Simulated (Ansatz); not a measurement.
## Electronic structure of Al3GaN4 in real space

```
CELL_PARAMETERS angstrom
3.12987 5.42110 0.00000
-9.38518 5.41853 0.00000
0.00000 0.00000 5.04262
ATOMIC_POSITIONS crystal
Ga 0.50000 0.58426 0.00087
Ga 0.00000 0.08426 0.00087
Al 0.74835 0.83311 0.99983
Al 0.24835 0.33311 0.99983
Al 0.00000 0.58312 0.99953
Al 0.50000 0.08312 0.99953
Al 0.25165 0.83311 0.99983
Al 0.75165 0.33311 0.99983
Ga 0.00000 0.91574 0.50087
Ga 0.50000 0.41574 0.50087
Al 0.75165 0.66689 0.49983
Al 0.25165 0.16689 0.49983
Al 0.50000 0.91688 0.49953
Al 0.00000 0.41688 0.49953
Al 0.24835 0.66689 0.49983
Al 0.74835 0.16689 0.49983
N 0.50000 0.58664 0.38803
N 0.00000 0.08664 0.38803
N 0.74434 0.83163 0.37666
N 0.24434 0.33163 0.37666
N 0.00000 0.58310 0.37858
N 0.50000 0.08310 0.37858
N 0.25566 0.83163 0.37666
N 0.75566 0.33163 0.37666
N 0.00000 0.91336 0.88803
N 0.50000 0.41336 0.88803
N 0.75566 0.66837 0.87666
N 0.25566 0.16837 0.87666
N 0.50000 0.91690 0.87858
N 0.00000 0.41690 0.87858
N 0.24434 0.66837 0.87666
N 0.74434 0.16837 0.87666
```

Space group Cmc2₁; a generated structure, not necessarily the stable one.

These are results of DFT PBEsol, scalar-relativistic, plane waves, PAW in Ansatz, not measurements.

The density is the valence pseudo-density of a PAW calculation; it isn't the true density close to the nuclei.

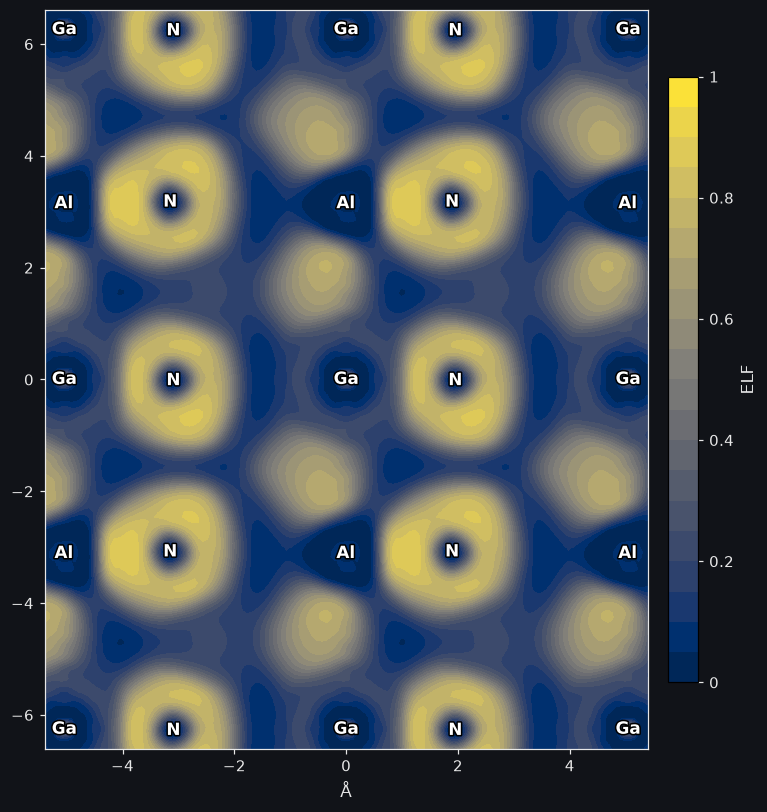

Figure 1. Electron localisation function on the (11̄0) plane of the conventional cell.

Question: Interpret the plot.

Answer: The section cuts through Ga, Al and N sites. Atoms just off the plane (Ga, 0.9 Å away, Al, 0.9 Å away and N, 0.9 Å away) can leave unmarked features too. Al–N (1.90 Å): the ELF peaks at about 0.90 in the valence shell of N, 0.7 Å from its nucleus, and is about 0.90 at the midpoint. Ga–N (1.95 Å): the ELF peaks at about 0.85 in the valence shell of N, 0.7 Å from its nucleus, and is about 0.45 at the midpoint.

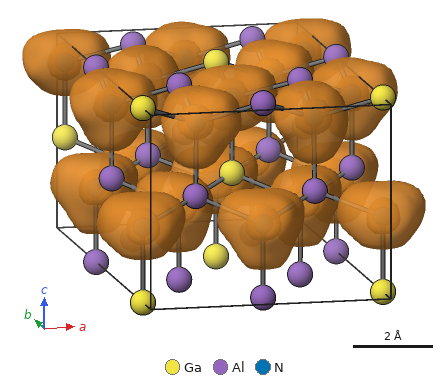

Figure 2. Isosurface of the electron localisation function at 0.7 (orange), seen slightly off an axis. Core shells and regions of very low density are left out. Sticks mark near contacts.

Question: What do the ELF domains correspond to?

Answer: The surface consists of 16 regions on N in which the atom's valence shell and bonds are merged, counted in one cell of 32 atoms. Regions shared between cells count once. Profiles from the grid: Al–N (1.89 Å): the ELF peaks at about 0.90 between the atoms, as expected for a shared but strongly polarised pair. Ga–N (1.94 Å): the ELF peaks at about 0.85 in the valence shell of N, 0.7 Å from its nucleus, and is about 0.45 at the midpoint.

Question: Metal or insulator at this level of theory?

Answer: It is gapped, with a Kohn–Sham gap of 3.5 eV on the k-point mesh (the band edges may lie off the mesh, which would make the gap smaller).
